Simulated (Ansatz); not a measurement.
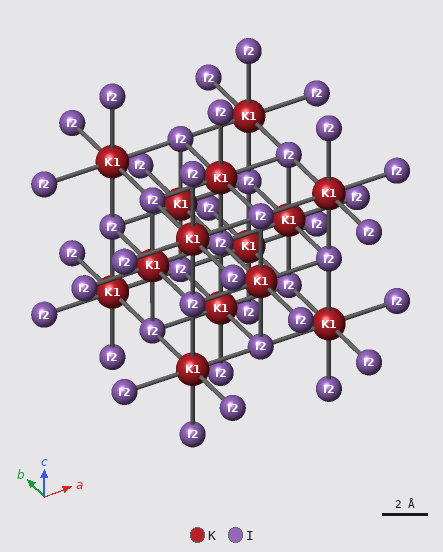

This is a symmetric starting cell of KI. A ball-and-stick model of the conventional cell (4 times the calculation's cell), seen from a free direction. Lengths and directions refer to the drawn axes.

Level of theory: Ansatz 0.2.0, DFT PBEsol, scalar-relativistic, plane waves, PAW. Settings: plane-wave cutoff 420 eV; k-point mesh 6 × 6 × 6; occupations gaussian; smearing width 0.02 eV; no spin polarisation.

The variant: All lengths are scaled by +3.1 % (volume +9.6 %), the atoms keeping their fractional coordinates. No relaxation follows. The starting cell wasn't computed here and needn't be at equilibrium, so pressure and forces aren't due to the change alone.

Q: What does the calculation give for the changed structure?

A: Some distances before and after: I–K 3.525 → 3.634 Å. The space group stays Fm-3m (No. 225). The pressure is −1.0 GPa (not all of it need come from the change, since the unchanged cell can be under pressure at this level too). All forces vanish by symmetry.

The changed structure in the same view:

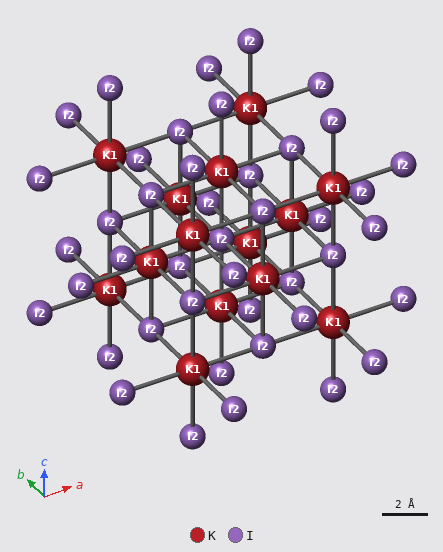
